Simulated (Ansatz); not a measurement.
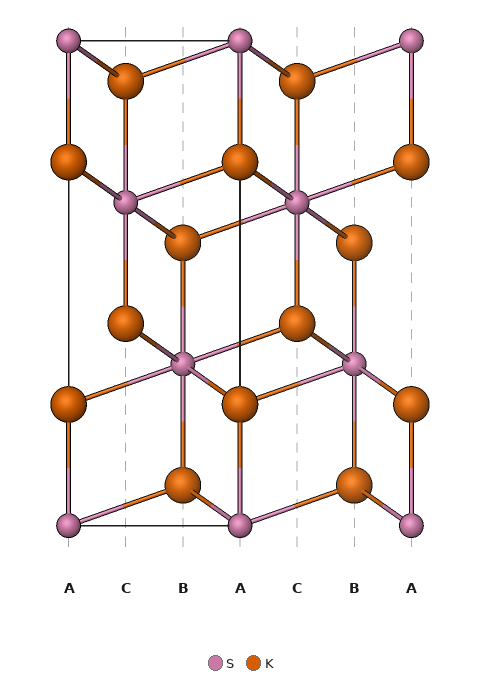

Projection along an edge of the hexagonal mesh, stacking direction [111] upwards. The dashed lines mark the three columns A (0, 0), B (1/3, 2/3) and C (2/3, 1/3). The box is the hexagonal cell of the face-centred cubic lattice. The sequence starts with the first layer at or above the cell's origin.

K2S: the input geometry of an electronic-structure calculation (not necessarily at equilibrium); the starting structure was generated, so it need not be a known form of this composition.

**Give the sequence of layers in one repeat, with element and column.**

S(A) – K(B) – K(A) – S(B) – K(C) – K(B) – S(C) – K(A) – K(C) (nine layers in 12.83 Å).

**How are the S layers alone stacked?**

S layers alone: ABC, the cubic close-packed type.

**Which positions between or in the S layers do the other atoms fill?**

K: six tetrahedral sites, counted in one hexagonal cell.
